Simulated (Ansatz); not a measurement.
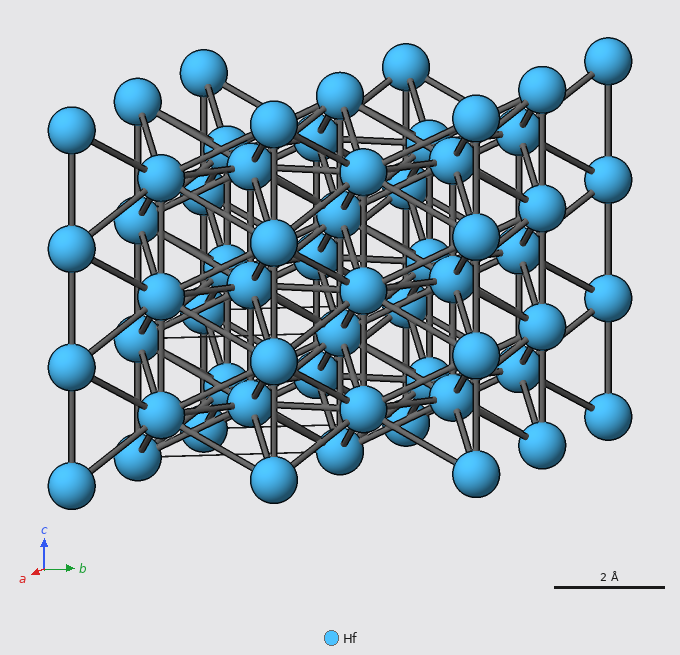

The structure (ball-and-stick view of the cell of the calculation, repeated 2 × 2 × 3, seen slightly off an axis).

## Band-structure calculation of Hf

Hf (P6/mmm, 3 atoms in the cell), computed with DFT, PBE, PAW with Ansatz's default frozen-core files, scalar-relativistic, no spin polarisation (Ansatz 0.2.0).

It belongs to a series of runs on one base structure; here: volume scaled by 0.4, PAW files.

Input
```yaml
crystal:
  lattice:
    - [3.7627414467, 0.0, 0.0]
    - [-1.8813707234, 3.2586296807, 0.0]
    - [0.0, 0.0, 2.1858552261]
  atoms:
    - { symbol: Hf, position: [0.0, 0.0, 0.0] }
    - { symbol: Hf, position: [0.3333333333, 0.6666666667, 0.5] }
    - { symbol: Hf, position: [0.6666666667, 0.3333333333, 0.5] }
kpoints:
  mp_grid: { grid: [8, 8, 11] }
  band_path:
    path:
      - [0.0, 0.0, 0.0]
      - [0.5, 0.0, 0.0]
      - [0.3333333333, 0.3333333333, 0.0]
      - [0.0, 0.0, 0.0]
      - [0.0, 0.0, 0.5]
      - [0.5, 0.0, 0.5]
      - [0.3333333333, 0.3333333333, 0.5]
      - [0.0, 0.0, 0.5]
      - [0.5, 0.0, 0.5]
    npoints: 8
scf:
  occupations: { method: fermi_dirac, width: 0.08 }
hamiltonian:
  xc: pbe
  pseudopotentials: { kind: paw }
output:
  forces: true
  stress: true
  eigenvalues: true
  populations: true
  dos: { projected: true, de: 0.2, e_range: [-14, 8] }
  write_density: true
  write_potential: true
  elf: true
  volumetric_format: npy
```

Run on 1 thread of Arm Neoverse V2, 24 GiB of memory available, shared host.

Command:
```bash
ansatz run input.yaml --threads 1 --pin off --max-ram 3072MiB --backend cpu --events-out ev --progress --plain --runs-dir out
```

What the program printed
```
Engine: ansatz 0.2.0, aarch64-unknown-linux-gnu
Pseudopotentials: kind: paw
Pseudopotential: Hf, paw, valence charge 26, recommended cutoff 420 eV (normal), Hf.paw.azcp
Functional definition: PBE
  parameter kappa = 0.804
  parameter beta = 0.06672455060314922
  exchange = pbe_x(kappa = kappa, mu = beta*pi^2/3)
  correlation = pbe_c(beta = beta)
Crystal: 3 atoms, lattice volume = 26.802 Å³
Basis set: ecut = 420 eV, 523 PW (Γ), exchange–correlation on 54×54×30 points (8 copies of the dense FFT grid, shifted against one another)
Bands: 47, of which v1, the nominal top of the filled ones, is band 39 counted from 1 (38 counted from 0)
Symmetry: 24 space group operations
Space group: P6/mmm (ITA 191), of the structure as read, at distance tolerance 3.0e-5 Å
k-points: 60 of 704
Non-local potential: Hf, projectors of the file, l = 0: 3, l = 1: 2, l = 2: 2, l = 3: 3
PAW form: soft (Blöchl's): semilocal exchange-correlation on the pseudo side does not see the compensation charge
PAW one-centre angular grid: Hf, 590 points (default); XC on 64 Gauss nodes
Initial density: superposition of atomic densities (neutral atoms: chi_scale 0, normalization atom), corrected by the library's trained network
Initial wavefunctions: pseudopotential atomic-orbital guess
Functional: x = pbe(κ = 0.804, μ = 0.2195149727645171), c = pbe(β = 0.06672455060314922)
SCF iter   1: F=—  HF=-47141.057207 eV  |F-HF|=—  |Δ(HF+E_count)|=         —  Δρ=3.47e-1  dr2=1.71e1  ethr=1.77e-3  ⟨swp⟩=8.2  Hψ=14122  notcnv=0  defer=24
preconditioner: auto → none  [metal: Δε(μ)=0.037 eV  Ē_g=22.138 eV  σ=0.080 eV  W_gap=0.12  n_scr=8 (ndim 8)  ℏωp=63.3 eV  f_vac=0.000  D(μ)=1.13/eV (n_scr^D=6)  sad-step TF]
SCF iter   2: F=—  HF=-47136.762354 eV  |F-HF|=—  |Δ(HF+E_count)|=    4.29e0  Δρ=1.43e-1  dr2=2.82e0  ethr=1.77e-3  ⟨swp⟩=4.5  Hψ=9482  notcnv=0  defer=113
SCF iter   3: F=—  HF=-47134.010219 eV  |F-HF|=—  |Δ(HF+E_count)|=    2.75e0  Δρ=6.63e-2  dr2=6.15e-1  ethr=1.77e-3  ⟨swp⟩=2.9  Hψ=6652  notcnv=0  defer=115
SCF iter   4: F=—  HF=-47133.666439 eV  |F-HF|=—  |Δ(HF+E_count)|=   3.44e-1  Δρ=6.13e-3  dr2=8.18e-3  ethr=7.88e-4  ⟨swp⟩=3.5  Hψ=7114  notcnv=0  defer=117
SCF iter   5: F=—  HF=-47133.684702 eV  |F-HF|=—  |Δ(HF+E_count)|=   1.83e-2  Δρ=2.63e-3  dr2=1.12e-3  ethr=1.05e-5  ⟨swp⟩=3.6  Hψ=7502  notcnv=0  defer=117
SCF iter   6: F=—  HF=-47133.683483 eV  |F-HF|=—  |Δ(HF+E_count)|=   1.22e-3  Δρ=9.36e-4  dr2=1.66e-4  ethr=1.43e-6  ⟨swp⟩=3.9  Hψ=6675  notcnv=0  defer=117
SCF iter   7: F=—  HF=-47133.683296 eV  |F-HF|=—  |Δ(HF+E_count)|=   1.87e-4  Δρ=2.26e-4  dr2=5.93e-6  ethr=2.13e-7  ⟨swp⟩=3.7  Hψ=6154  notcnv=0  defer=117
SCF iter   8: F=—  HF=-47133.683261 eV  |F-HF|=—  |Δ(HF+E_count)|=   3.53e-5  Δρ=7.02e-5  dr2=1.13e-6  ethr=7.61e-9  ⟨swp⟩=4.8  Hψ=8745  notcnv=0  defer=117
SCF iter   9: F=-47133.683260 eV  HF=-47133.683260 eV  |F-HF|=1.03e-7  |Δ(HF+E_count)|=   7.58e-7  Δρ=1.51e-5  dr2=4.98e-8  ethr=1.00e-12  ⟨swp⟩=7.1  Hψ=59011  notcnv=0
SCF 1 converged in 9 iterations: F = -47133.683260 eV  dr2 = 4.98e-8
  Residual-converged pass: ⟨swp⟩=3.8  Hψ=4406  notcnv=0  max |occ|·‖R‖ = 7.8e-9 eV (tolerance 1.0e-8 eV)  dr2=4.98e-8  dr2_onsite=6.18e-8  max |Δocc| = 2.1e-13
  greatest PAW one-centre occupation: 0.997 electrons in one spin orbital (limit 2), on the Hf atom at site 0 (counted from 0), in its partial waves of l = 0
```

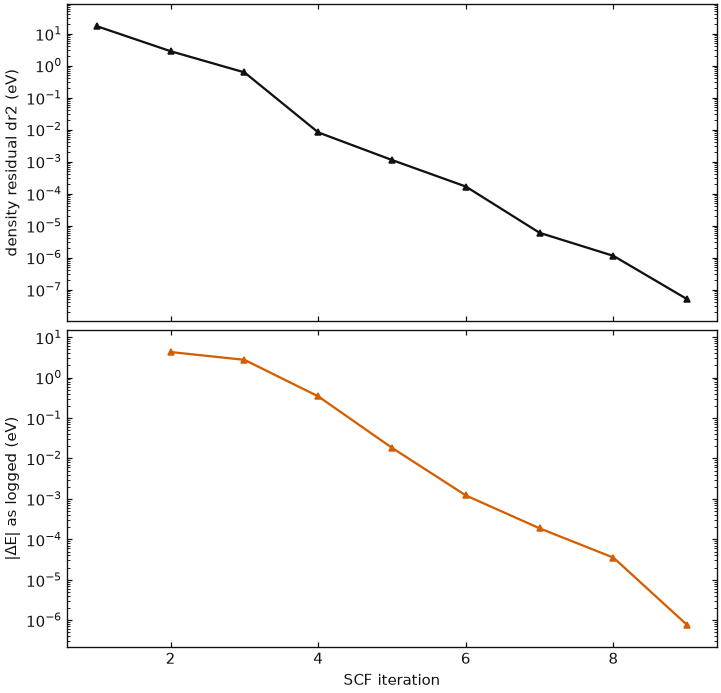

Convergence of the self-consistent field: density residual dr2 and size of the energy change against the SCF iteration. The residual falls at every step.

```
NSCF: frozen V_eff on 65 k-points
SCF converged after 9 iterations
Free energy (F): -47133.683260 eV
Harris-Foulkes:  -47133.683260 eV  (|F-HF|=1.03e-7)
Internal energy: -47133.655473 eV  (E = F + TS)
E sigma→0 (E₀):  -47133.669367 eV
Entropy (-TS):   -0.027787 eV (-9.262 meV/atom)
Fermi energy:    50.814640 eV
--- Per-component energies (eV) ---
  E_band       = 2509.095554
  E_kinetic    = 1460.474054
  E_local      = -7078.511683  (includes V_loc(G=0)·N_el)
  E_nonlocal   = -3709.888301
  E_hartree    = 4274.048850
  E_xc         = -956.639290
  E_vxc        = -873.894705  (∫ρ·V_xc dr)
  E_paw        = -20831.604493  (= ΣΔE_a)
  E_vpaw       = 4162.798645  (= ΣTr[D̂ρ^β])
  E_aug_tail   = -0.000005  (compensation charges beyond the density's cutoff)
  E_ewald      = -20291.534605
  E_smearing   = -0.027787  (= −TS)
  E_closure    = 0.000000  (closes the sum)
  Σ components = -47133.683260   (vs F -47133.683260, Δ=0.00e0)
--- Forces (eV/Å), atoms counted from 1 ---
  atom   1  Hf     0.00000000     0.00000000     0.00000000
  atom   2  Hf     0.00000000    -0.00000000    -0.00000000
  atom   3  Hf    -0.00000000     0.00000000     0.00000000
  max |Σ_I F_I| component: 3.70e-17 eV/Å
--- Stress (GPa, compression-positive) ---
      507.634326       0.000000       0.000000
        0.000000     507.634326      -0.000000
       -0.000000      -0.000000     507.765484
  P = ⅓ Tr σ = 507.6780 GPa (5076.780 kbar)
--- Band table (eV; the first three rows and the last of 60) ---
  k-point 0: bands = ["-13.0363", "-10.6266", "-10.5822", "16.1576", "16.1576", "17.3300", "17.3300", "22.1952", "23.7070", "23.7070", "24.4178", "24.5358", "38.7428", "38.8618", "38.8618", "38.8925", "39.0572", "39.0572", "39.4121", "39.4121", "39.4883", "39.4883", "39.5185", "39.5833", "39.5833", "39.6258", "39.7499", "39.8324", "39.8324", "39.8881", "39.9248", "39.9705", "40.1400", "43.0191", "43.9717", "49.6573", "50.3732", "51.6439", "51.6439", "52.5687", "52.5687", "53.0851", "53.0851", "56.5217", "56.5217", "56.6667", "56.6667"]
  k-point 1: bands = ["-12.9249", "-10.5608", "-10.4956", "16.2615", "16.2615", "17.4892", "17.4892", "21.3754", "23.6673", "23.6741", "23.6775", "23.6775", "38.7566", "38.8770", "38.8770", "38.9108", "39.0661", "39.0661", "39.3924", "39.3924", "39.4442", "39.4810", "39.4810", "39.5318", "39.6182", "39.6182", "39.7505", "39.7842", "39.8203", "39.8203", "39.9199", "39.9728", "40.0164", "44.3785", "44.6903", "50.2015", "50.2015", "51.0946", "51.5634", "51.7261", "51.7261", "53.2128", "53.2128", "56.4074", "56.4074", "57.3606", "57.3606"]
  k-point 2: bands = ["-12.6119", "-10.3866", "-10.2575", "16.5492", "16.5492", "17.9517", "17.9517", "19.4916", "21.6211", "21.8923", "23.5595", "23.5595", "38.7944", "38.9174", "38.9174", "38.9364", "39.1025", "39.1025", "39.2087", "39.3440", "39.3440", "39.4807", "39.4807", "39.5357", "39.6357", "39.6997", "39.6997", "39.7522", "39.7897", "39.7897", "39.7898", "39.9062", "39.9685", "45.8563", "47.4761", "47.4761", "47.9275", "49.7911", "49.7911", "53.7062", "53.7062", "54.8345", "54.9493", "55.7083", "55.7083", "58.6342", "58.6342"]
  k-point 59: bands = ["-10.5738", "-10.3095", "-9.9085", "14.5652", "15.3581", "15.8760", "18.4859", "19.6410", "20.2855", "21.0844", "21.5037", "23.5429", "38.7582", "38.8500", "38.8862", "39.0575", "39.1547", "39.1704", "39.2378", "39.3299", "39.3490", "39.3811", "39.4005", "39.5005", "39.5729", "39.6136", "39.7403", "39.7650", "39.7806", "39.8101", "39.9313", "39.9759", "39.9847", "41.6246", "46.1475", "46.3746", "47.1239", "47.7525", "48.5340", "50.9762", "51.5203", "52.9660", "53.4840", "55.9738", "60.0173", "64.9919", "65.5086"]
--- Löwdin populations: 3 sites ---
  site symbol       q [e]
     0     Hf     25.9959
     1     Hf     25.9477
     2     Hf     25.9477
  spilling = 0.001394 (of n_electrons = 78.000000)
```

File dos.tsv
```
# E-E_F[eV]	g_bin_mean(E)[states/eV]	N(E)
# format = ansatz-dos/2
# fermi_ev = 50.814640
# fermi_mp_grid = 8 8 11
# fermi_mp_shift = 0 0 0
# tetrahedron_fermi_ev = 50.817863
# g_bin_mean(E): the states in a bin one row spacing wide, centred on E, divided by that spacing. States that the method places at a single energy (under output.dos.method: tetrahedron, those of a tetrahedron whose four corners have one energy) are counted whole in the row whose bin holds that energy (on the edge of two bins, in the lower row). The sum of g_bin_mean over a run of rows, times the row spacing, is the number of states from half a spacing under the first of them to half a spacing over the last (a plain sum, not the trapezoid rule).
-14.000000	0.000000e0	2.400000e1
-13.800000	0.000000e0	2.400000e1
-13.600000	0.000000e0	2.400000e1
-13.400000	0.000000e0	2.400000e1
-13.200000	0.000000e0	2.400000e1
-13.000000	0.000000e0	2.400000e1
-12.800000	0.000000e0	2.400000e1
-12.600000	0.000000e0	2.400000e1
-12.400000	0.000000e0	2.400000e1
-12.200000	3.255539e-2	2.400000e1
-12.000000	1.994810e1	2.529777e1
-11.800000	2.417385e1	3.105039e1
-11.600000	2.998325e1	3.536769e1
-11.400000	4.292897e1	4.327496e1
-11.200000	3.435396e1	5.136055e1
-11.000000	4.387584e1	5.780623e1
-10.800000	1.454986e1	6.566042e1
-10.600000	1.536219e-1	6.600000e1
-10.400000	0.000000e0	6.600000e1
-10.200000	0.000000e0	6.600000e1
-10.000000	0.000000e0	6.600000e1
-9.800000	0.000000e0	6.600000e1
-9.600000	0.000000e0	6.600000e1
-9.400000	0.000000e0	6.600000e1
-9.200000	5.780989e-2	6.600047e1
-9.000000	1.442805e-1	6.602450e1
-8.800000	2.008069e-1	6.605868e1
-8.600000	2.762819e-1	6.610558e1
-8.400000	4.218777e-1	6.617392e1
-8.200000	4.392644e-1	6.626635e1
-8.000000	4.492339e-1	6.635198e1
-7.800000	4.900570e-1	6.644580e1
-7.600000	5.706402e-1	6.654904e1
-7.400000	7.094015e-1	6.667805e1
-7.200000	7.996133e-1	6.683050e1
-7.000000	8.612515e-1	6.699459e1
-6.800000	9.822476e-1	6.717951e1
-6.600000	1.091229e0	6.738682e1
-6.400000	1.206577e0	6.761680e1
-6.200000	1.386908e0	6.787172e1
-6.000000	1.742689e0	6.818902e1
-5.800000	1.769745e0	6.854149e1
-5.600000	2.004631e0	6.890898e1
-5.400000	1.750205e0	6.929568e1
-5.200000	1.764864e0	6.964746e1
-5.000000	1.798904e0	7.000331e1
-4.800000	1.876634e0	7.037020e1
-4.600000	1.825192e0	7.074741e1
-4.400000	1.639353e0	7.109107e1
-4.200000	1.554750e0	7.140977e1
-4.000000	1.437489e0	7.170868e1
-3.800000	1.491428e0	7.200305e1
-3.600000	1.524746e0	7.229726e1
-3.400000	1.694982e0	7.261801e1
-3.200000	1.693129e0	7.296415e1
-3.000000	1.761605e0	7.330449e1
-2.800000	1.972319e0	7.367764e1
-2.600000	1.777224e0	7.406295e1
-2.400000	1.571677e0	7.439287e1
-2.200000	1.386566e0	7.469301e1
-2.000000	1.263257e0	7.495193e1
-1.800000	1.397767e0	7.521527e1
-1.600000	1.301578e0	7.548705e1
-1.400000	1.347977e0	7.575052e1
-1.200000	1.468923e0	7.603053e1
-1.000000	1.482661e0	7.632910e1
-0.800000	1.524695e0	7.662801e1
-0.600000	1.651517e0	7.694530e1
-0.400000	1.972896e0	7.729792e1
-0.200000	1.777029e0	7.770615e1
0.000000	1.288334e0	7.799590e1
0.200000	1.298544e0	7.824735e1
0.400000	1.363682e0	7.852023e1
0.600000	1.588231e0	7.880204e1
0.800000	1.572825e0	7.913449e1
1.000000	1.324480e0	7.942361e1
1.200000	1.232696e0	7.966532e1
1.400000	1.554499e0	7.995268e1
1.600000	1.336649e0	8.024702e1
1.800000	1.067892e0	8.048630e1
2.000000	1.000819e0	8.068816e1
2.200000	1.105494e0	8.090332e1
2.400000	1.025027e0	8.111385e1
2.600000	1.156505e0	8.132120e1
2.800000	1.561670e0	8.158896e1
3.000000	1.702339e0	8.193305e1
3.200000	1.440744e0	8.224895e1
3.400000	1.483117e0	8.253190e1
3.600000	1.681222e0	8.284378e1
3.800000	1.747840e0	8.319597e1
4.000000	1.758652e0	8.354350e1
4.200000	1.885226e0	8.390529e1
4.400000	2.156713e0	8.430481e1
4.600000	2.087067e0	8.474792e1
4.800000	1.682028e0	8.512717e1
5.000000	1.555837e0	8.544360e1
5.200000	1.487441e0	8.574578e1
5.400000	1.394573e0	8.603347e1
5.600000	1.331450e0	8.630333e1
5.800000	1.179509e0	8.656076e1
6.000000	1.110433e0	8.678254e1
6.200000	1.033641e0	8.700114e1
6.400000	1.032686e0	8.720500e1
6.600000	9.979050e-1	8.741050e1
6.800000	9.130853e-1	8.760255e1
7.000000	8.178699e-1	8.777269e1
7.200000	8.530237e-1	8.793877e1
7.400000	8.127078e-1	8.810644e1
7.600000	8.377683e-1	8.826910e1
7.800000	1.105863e0	8.845670e1
8.000000	1.354029e0	8.870719e1
```

File populations.tsv
```
# site	symbol	l	j	q
# orbitals = lowdin
# n_electrons = 78.000000
# spilling = 0.001394
0	Hf	0_5S	-	1.826442
0	Hf	0_6S	-	0.401437
0	Hf	1_5P	-	5.711205
0	Hf	2_5D	-	4.135108
0	Hf	3_4F	-	13.921733
1	Hf	0_5S	-	1.800067
1	Hf	0_6S	-	0.399272
1	Hf	1_5P	-	5.684147
1	Hf	2_5D	-	4.148776
1	Hf	3_4F	-	13.915398
2	Hf	0_5S	-	1.800067
2	Hf	0_6S	-	0.399272
2	Hf	1_5P	-	5.684147
2	Hf	2_5D	-	4.148776
2	Hf	3_4F	-	13.915398
```

File rho_z.tsv
```
# z_ang	rho[e/angstrom^3]
# format = ansatz-planar-average/11
# lattice	3.762741447	0.000000000	0.000000000
# lattice	-1.881370723	3.258629681	0.000000000
# lattice	0.000000000	0.000000000	2.185855226
# sites	3
# site	72	0.000000000	0.000000000	0.000000000
# site	72	-0.000000000	2.172419787	1.092927613
# site	72	1.881370723	1.086209894	1.092927613
0.000000	2.623957e0
0.145724	2.480771e0
0.291447	2.179638e0
0.437171	2.022138e0
0.582895	2.284458e0
0.728618	3.014702e0
0.874342	3.941663e0
1.020066	4.591703e0
1.165789	4.591703e0
1.311513	3.941663e0
1.457237	3.014702e0
1.602960	2.284458e0
1.748684	2.022138e0
1.894408	2.179638e0
2.040132	2.480771e0
```

File v_z.tsv
```
# z_ang	v_es[eV]	v_tot[eV]
# format = ansatz-planar-average/11
# xc	pbe
# density_cutoff_ev	1680
# datasets	Hf=:simpson_from_first_knot:soft
# lattice	3.762741447	0.000000000	0.000000000
# lattice	-1.881370723	3.258629681	0.000000000
# lattice	0.000000000	0.000000000	2.185855226
# sites	3
# site	72	0.000000000	0.000000000	0.000000000
# site	72	-0.000000000	2.172419787	1.092927613
# site	72	1.881370723	1.086209894	1.092927613
0.000000	3.581849e1	1.966571e1
0.145724	3.523959e1	1.919126e1
0.291447	3.357156e1	1.755229e1
0.437171	3.140469e1	1.519792e1
0.582895	2.965342e1	1.296233e1
0.728618	2.883794e1	1.132617e1
0.874342	2.875769e1	1.037400e1
1.020066	2.886147e1	9.874236e0
1.165789	2.886147e1	9.874236e0
1.311513	2.875769e1	1.037400e1
1.457237	2.883794e1	1.132617e1
1.602960	2.965342e1	1.296233e1
1.748684	3.140469e1	1.519792e1
1.894408	3.357156e1	1.755229e1
2.040132	3.523959e1	1.919126e1
```

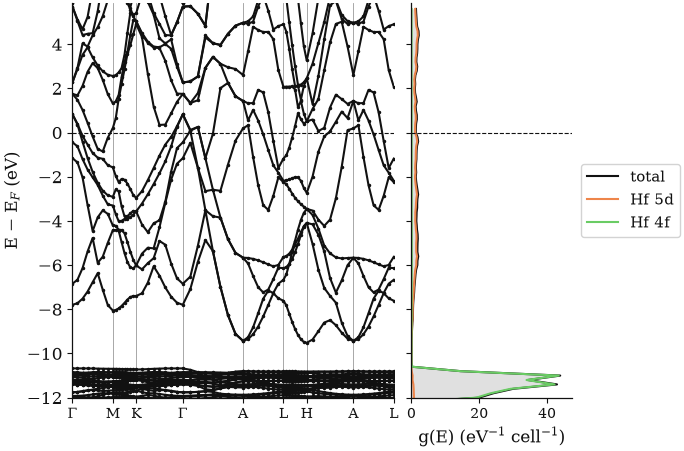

Band structure along Γ–M–K–Γ–A–L–H–A–L and density of states (projected on Löwdin-orthogonalised atomic shells), with energies from the Fermi level. Bands cross the Fermi level: a metal at this level of theory.

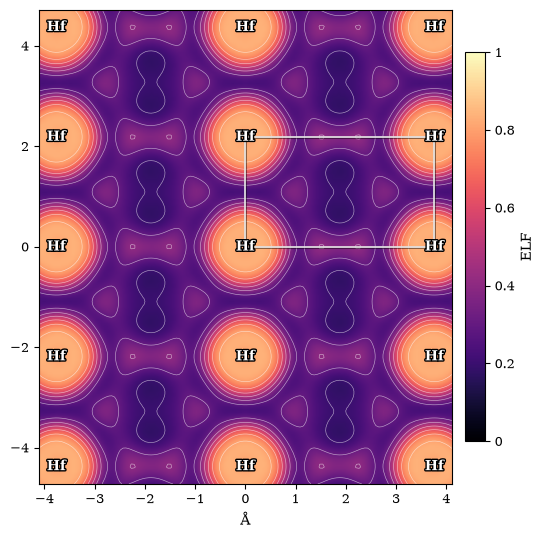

Electron localisation function on the (100) plane of the conventional cell. The section cuts through Hf sites. Hf–Hf (2.19 Å): the ELF is about 0.25 at the midpoint (no shared electron pair). The strong features right at Hf lie inside the PAW spheres (semicore, d or f shells) and say nothing about bonding. In a PAW calculation such maps are meaningful between the atoms, not at the nuclei.

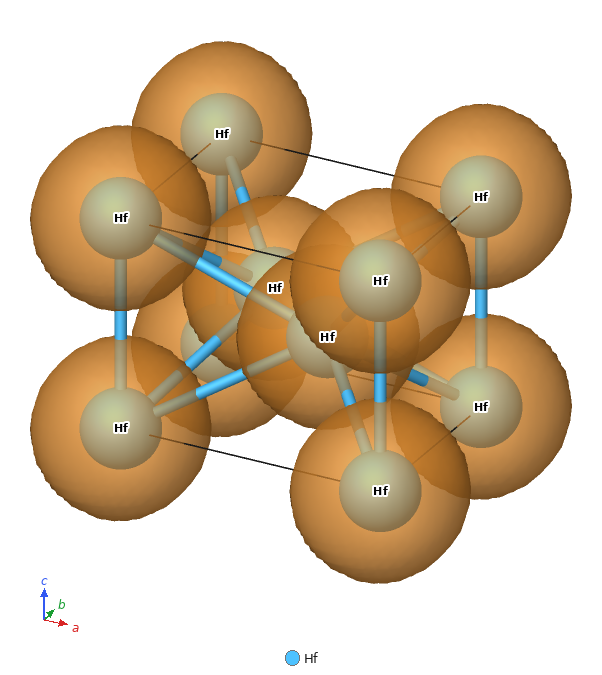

Isosurface of the valence pseudo-density at 1.5 e/Å³ (orange), seen slightly off an axis. Sticks mark near contacts. The outline is the cell set on symmetry axes. At this value the density breaks into separate islands; it holds about 80 % of the electrons treated as valence (semicore included). It is pinched off along the Hf–Hf (2.17 Å) and Hf–Hf (2.43 Å) contacts. On the grid the lowest density along these lines, outside the cores, is 1 e/Å³ (Hf–Hf, 2.17 Å) and 0.65 e/Å³ (Hf–Hf, 2.43 Å).

Key numbers

- outcome: converged
- space group (tolerance 0.01 Å): P6/mmm (191)
- electrons treated: 78
- free energy: −47133.6833 eV
- Fermi energy: 50.815 eV
- pressure: 507.68 GPa
- electronic character: metal
- largest force (length of the vector): under 0.001 eV/Å
- wall time: 12 s
- peak memory: 0.34 GiB

Spin–orbit coupling is left out, which matters for Hf. The cell is under a pressure of 508 GPa at this level, so it is not at its equilibrium volume.
